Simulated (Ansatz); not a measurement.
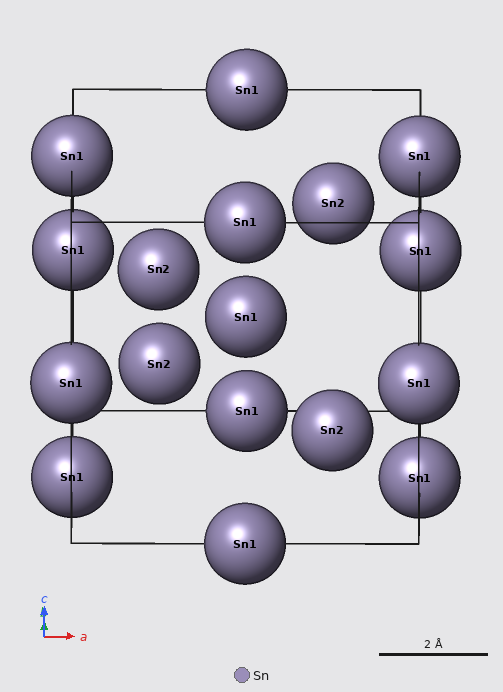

This is a symmetric starting cell of Sn. The picture is a spheres-only view of the conventional cell (4 times the calculation's cell), seen from a free direction. Lengths and directions refer to the drawn axes.

All numbers below come from DFT PBE, scalar-relativistic, plane waves, PAW in Ansatz 0.2.0. Set-up: plane-wave cutoff 420 eV; k-point mesh 12 × 12 × 12; occupations gaussian; smearing width 0.1 eV; no spin polarisation.

The variant: All lengths are scaled by +3.2 % (volume +9.9 %), the atoms keeping their fractional coordinates. No relaxation follows. The starting cell wasn't computed here and needn't be at equilibrium, so pressure and forces aren't due to the change alone.

Predict the response.

Answer. Near-neighbour distances before and after: Sn–Sn 2.811 → 2.901 Å. The space group stays Fd-3m (No. 227). The pressure is −0.7 GPa (not all of it need come from the change, since the unchanged cell can be under pressure at this level too). All forces vanish by symmetry.

The changed structure in the same view:

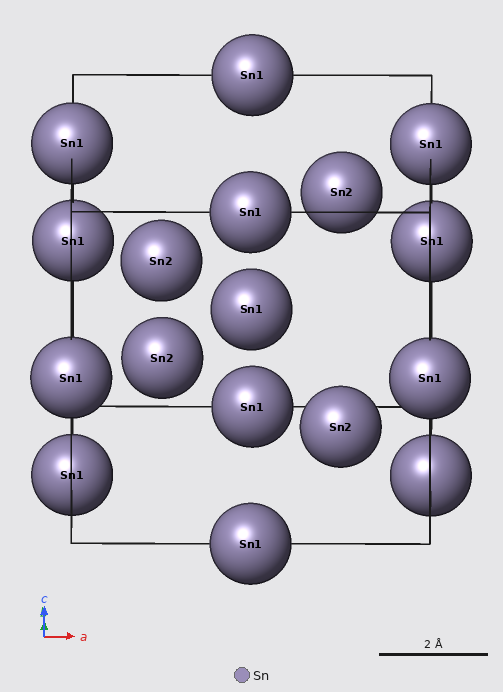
